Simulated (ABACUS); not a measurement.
## Run report: TiB2, tune calculation (part 2 of 2)

The same run, continued: TiB2 (P1, 3 atoms in the cell); Kohn-Sham DFT of a periodic cell, PBE, SPMS ONCV 1.0 PBE, no spin polarisation (ABACUS 3.10.1); cutoff 1142.88 eV, 6×6×5 k-mesh, marzari-vanderbilt of 0.1 eV. The structure derives from an entry of the Crystallography Open Database. It belongs to a series of runs on one base structure; here: mixing_ndim: 8.

What the program printed, continued:
```
----------------------------------------------------------
     Energy           Rydberg                 eV
----------------------------------------------------------
 E_KohnSham     -129.3037588618      -1759.2678933380
 E_Harris       -130.1911748971      -1771.3418079153
 E_Fermi        1.1308569712         15.3860984319
----------------------------------------------------------

 PW ALGORITHM --------------- ION=   1  ELEC=   4--------------------------------

 Density error is 0.00100189098819
                          Error Threshold = 8.58680340769e-05
----------------------------------------------------------
     Energy           Rydberg                 eV
----------------------------------------------------------
 E_KohnSham     -129.3062521519      -1759.3018162902
 E_Harris       -129.5302194908      -1762.3490482651
 E_Fermi        1.1196232995         15.2332564864
----------------------------------------------------------

 PW ALGORITHM --------------- ION=   1  ELEC=   5--------------------------------

 Density error is 2.29905235541e-05
                          Error Threshold = 5.5660610455e-06
----------------------------------------------------------
     Energy           Rydberg                 eV
----------------------------------------------------------
 E_KohnSham     -129.3065349871      -1759.3056644614
 E_Harris       -129.2805494378      -1758.9521129247
 E_Fermi        1.1159799629         15.1836863486
----------------------------------------------------------

 PW ALGORITHM --------------- ION=   1  ELEC=   6--------------------------------

 Density error is 1.34747375935e-06
                          Error Threshold = 1.27725130856e-07
----------------------------------------------------------
     Energy           Rydberg                 eV
----------------------------------------------------------
 E_KohnSham     -129.3065392323      -1759.3057222204
 E_Harris       -129.2976615199      -1759.1849347455
 E_Fermi        1.1162080422         15.1867895272
----------------------------------------------------------

 PW ALGORITHM --------------- ION=   1  ELEC=   7--------------------------------

 Density error is 1.72875512181e-07
                          Error Threshold = 7.48596532974e-09
----------------------------------------------------------
     Energy           Rydberg                 eV
----------------------------------------------------------
 E_KohnSham     -129.3065394271      -1759.3057248698
 E_Harris       -129.3035071654      -1759.2644688327
 E_Fermi        1.1162908484         15.1879161630
----------------------------------------------------------

 PW ALGORITHM --------------- ION=   1  ELEC=   8--------------------------------

 Density error is 7.57512699449e-10
                          Error Threshold = 9.60419512115e-10
----------------------------------------------------------
     Energy           Rydberg                 eV
----------------------------------------------------------
 E_KohnSham     -129.3065394599      -1759.3057253166
 E_KS(sigma->0) -129.3064666536      -1759.3047347356
 E_Harris       -129.3064599268      -1759.3046432127
 E_band         -6.7356286405        -91.6429291228
 E_one_elec     -27.6811375824       -376.6211982430
 E_Hartree      23.1118330791        314.4526211009
 E_xc           -22.2083971147       -302.1607442073
 E_Ewald        -102.5286922292      -1394.9744228051
 E_entropy(-TS) -0.0001456127        -0.0019811619
 E_descf        0.0000000000         0.0000000000
 E_exx          0.0000000000         0.0000000000
 E_Fermi        1.1163381870         15.1885602377
----------------------------------------------------------

 charge density convergence is achieved
 final etot is -1759.3057253 eV
 EFERMI = 15.188560238 eV

 STATE ENERGY(eV) AND OCCUPATIONS    NSPIN == 1
 1/23 kpoint (Cartesian) = 0.0000 0.0000 0.0000 (2255 pws)
       1       -41.6651      0.0111111
       2       -18.0298      0.0111111
       3       -17.6853      0.0111111
       4       -17.6815      0.0111111
       5        1.78510      0.0111111
       6        12.5171      0.0111111
       7        12.7178      0.0111111
       8        12.8845      0.0111111
       9        13.3925      0.0111111
      10        17.1564        0.00000
      11        17.2079        0.00000
      12        18.6348        0.00000
      13        18.9610        0.00000

 2/23 kpoint (Cartesian) = 0.055020 0.031766 0.0000 (2253 pws)
       1       -41.6515      0.0222222
       2       -18.0126      0.0222222
       3       -17.7864      0.0222222
       4       -17.7076      0.0222222
       5        2.31152      0.0222222
       6        11.2861      0.0222222
       7        12.5380      0.0222222
       8        12.5992      0.0222222
       9        13.4578      0.0222222
      10        17.0199        0.00000
      11        17.5615        0.00000
      12        18.0202        0.00000
      13        18.0924        0.00000

 3/23 kpoint (Cartesian) = 0.11004 0.063532 0.0000 (2244 pws)
       1       -41.6241      0.0222222
       2       -17.9898      0.0222222
       3       -17.9772      0.0222222
       4       -17.7545      0.0222222
       5        3.78441      0.0222222
       6        8.63365      0.0222222
       7        12.1893      0.0222222
       8        12.2200      0.0222222
       9        13.3055      0.0222222
      10        16.7732        0.00000
      11        17.6476        0.00000
      12        17.8815        0.00000
      13        18.8105        0.00000

 4/23 kpoint (Cartesian) = 0.16506 0.095297 0.0000 (2242 pws)
       1       -41.6104      0.0111111
       2       -18.0881      0.0111111
       3       -17.9606      0.0111111
       4       -17.7777      0.0111111
       5        5.86444      0.0111111
       6        6.09751      0.0111111
       7        12.0055      0.0111111
       8        12.0783      0.0111111
       9        13.0060      0.0111111
      10        16.6525        0.00000
      11        18.0868        0.00000
      12        18.5342        0.00000
      13        18.6297        0.00000

 5/23 kpoint (Cartesian) = 0.0000 0.063532 0.0000 (2253 pws)
       1       -41.6514      0.0222222
       2       -18.0125      0.0222222
       3       -17.7894      0.0222222
       4       -17.7051      0.0222222
       5        2.31502      0.0222222
       6        11.4165      0.0222222
       7        12.3678      0.0222222
       8        12.5461      0.0222222
       9        13.4860      0.0222222
      10        17.0037        0.00000
      11        17.5329        0.00000
      12        18.0338        0.00000
      13        18.2033        0.00000

 6/23 kpoint (Cartesian) = 0.055020 0.095297 0.0000 (2245 pws)
       1       -41.6309      0.0222222
       2       -17.9866      0.0222222
       3       -17.9221      0.0222222
       4       -17.7608      0.0222222
       5        3.32020      0.0222222
       6        9.91829      0.0222222
       7        11.0507      0.0222222
       8        12.3058      0.0222222
       9        14.2460      0.0222222
      10        16.3401        0.00000
      11        16.9201        0.00000
      12        18.0925        0.00000
      13        19.4872        0.00000

[... levels at 17 further k points ...]

------------------------------------------------------------------------------------------
 TOTAL-FORCE (eV/Angstrom)
------------------------------------------------------------------------------------------
                       Ti1         1.3492043482         0.9071094058        -0.7559376220
                        B1        -0.2783685106        -0.9932356269         0.3619598615
                        B2        -1.0708358376         0.0861262210         0.3939777604
------------------------------------------------------------------------------------------

----------------------------------------------------------------
 TOTAL-STRESS (KBAR)
----------------------------------------------------------------
        33.4756502223         0.2432872858       -14.0464956075
         0.2432872858        16.1527515277        -9.5298676441
       -14.0464956075        -9.5298676441        11.4017989127
----------------------------------------------------------------
 TOTAL-PRESSURE: 20.343400 KBAR

 --------------------------------------------
 !FINAL_ETOT_IS -1759.3057253166221017 eV
 --------------------------------------------
```

Standard output:
```
ABACUS v3.10.1

               Atomic-orbital Based Ab-initio Computation at UStc

%%%%%%%%%%%%%%%%%%%%%%%%%%%%%%%%%%%%%%%%%%%%%%%%%%%%%%%%%%%%%%%%%%%%%%%%%%%%%%%%%%%%%%%%%%%%%%%%%%%%%%%%%
 Warning: the number of valence electrons in pseudopotential > 4 for Ti: [Ar] 3d2 4s2
 Pseudopotentials with additional electrons can yield (more) accurate outcomes, but may be less efficient.
 If you're confident that your chosen pseudopotential is appropriate, you can safely ignore this warning.
%%%%%%%%%%%%%%%%%%%%%%%%%%%%%%%%%%%%%%%%%%%%%%%%%%%%%%%%%%%%%%%%%%%%%%%%%%%%%%%%%%%%%%%%%%%%%%%%%%%%%%%%%

 UNIFORM GRID DIM        : 36 * 36 * 36
 UNIFORM GRID DIM(BIG)   : 36 * 36 * 36
 ---------------------------------------------------------
 Self-consistent calculations for electrons
 ---------------------------------------------------------
 SPIN    KPOINTS         PROCESSORS  THREADS
 1       92              4           4
 ---------------------------------------------------------
 Use plane wave basis
 ---------------------------------------------------------
 ELEMENT NATOM       XC
 Ti      1
 B       2
 ---------------------------------------------------------
 Initial plane wave basis and FFT box
 ---------------------------------------------------------
 -------------------------------------------
 SELF-CONSISTENT :
 -------------------------------------------
 START CHARGE      : atomic
 ITER       ETOT/eV          EDIFF/eV         DRHO     TIME/s
 DA1     -1.75608866e+03   0.00000000e+00   5.3154e-01   1.25
 DA2     -1.75686436e+03  -7.75701893e-01   8.1712e-01   1.20
 DA3     -1.75926789e+03  -2.40353422e+00   1.5456e-02   1.05
 DA4     -1.75930182e+03  -3.39229522e-02   1.0019e-03   1.09
 DA5     -1.75930566e+03  -3.84817118e-03   2.2991e-05   1.06
 DA6     -1.75930572e+03  -5.77590026e-05   1.3475e-06   0.99
 DA7     -1.75930572e+03  -2.64943534e-06   1.7288e-07   1.12
 DA8     -1.75930573e+03  -4.46821648e-07   7.5751e-10   1.02
----------------------------------------------------------------
 TOTAL-STRESS (KBAR)
----------------------------------------------------------------
        33.4756502223         0.2432872858       -14.0464956075
         0.2432872858        16.1527515277        -9.5298676441
       -14.0464956075        -9.5298676441        11.4017989127
----------------------------------------------------------------
 TOTAL-PRESSURE: 20.343400 KBAR
```

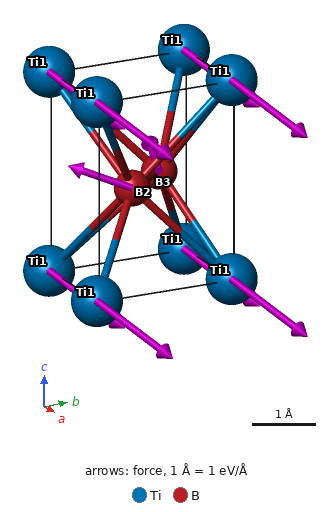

Forces on the atoms as pink arrows (ball-and-stick view of the cell of the calculation, seen slightly off an axis; atoms are numbered from 1 in the order of the input). The largest act on Ti1 (1.79 eV/Å); B3 (1.14 eV/Å); B2 (1.09 eV/Å). The geometry is not a stationary point of this energy.

The run was set up as follows.

The input:
```
INPUT_PARAMETERS
suffix              TiB2
calculation         scf
basis_type          pw
pseudo_dir          ./
symmetry            1
dft_functional      pbe
ecutwfc             84
pseudo_rcut         7
nspin               1
nbands              13
ks_solver           dav
smearing_method     mv
smearing_sigma      0.00734986
scf_thr             1e-08
scf_nmax            60
mixing_type         broyden
mixing_beta         0.7
cal_force           1
cal_stress          1
mixing_ndim         8
kpar                4
```

File STRU:
```
ATOMIC_SPECIES
Ti 47.8670 22_Ti_12_2.0_2.8_pbe_n_v1.0.upf
B 10.8100 05_B_3_1.5_1.7_pbe_n_v1.0.upf

LATTICE_CONSTANT
1.8897261246

LATTICE_VECTORS
3.0292000000 0.0000000000 0.0000000000
-1.5146000000 2.6233641531 0.0000000000
0.0000000000 0.0000000000 3.2284000000

ATOMIC_POSITIONS
Direct

Ti
0.0
1
-0.0276350000 -0.0069510000 0.0010690000 1 1 1

B
0.0
2
0.6826080000 0.3569580000 0.4845140000 1 1 1
0.3488050000 0.6756240000 0.4835020000 1 1 1
```

File KPT:
```
K_POINTS
0
Gamma
6 6 5 0 0 0
```

Run as:
```bash
OMP_NUM_THREADS=1 mpirun -np 4 abacus > log
```

Results in brief:

```json
{"quantity": "outcome", "value": "converged"}
{"quantity": "space group (tolerance 0.01 Å)", "value": "P1 (1)"}
{"quantity": "electrons treated", "value": "18"}
{"quantity": "free energy", "value": "−1759.3057 eV"}
{"quantity": "Fermi energy of the self-consistent step", "value": "15.189 eV"}
{"quantity": "gap on the k-point mesh", "value": "none (metallic)"}
{"quantity": "pressure", "value": "2.03 GPa"}
{"quantity": "largest force (length of the vector)", "value": "1.793 eV/Å"}
{"quantity": "hardware", "value": "4 threads of Intel Xeon (Granite Rapids), 12 GiB of memory available, shared host"}
{"quantity": "wall time", "value": "9.7 s (CPU time 39 s)"}
{"quantity": "peak memory", "value": "0.36 GiB"}
```
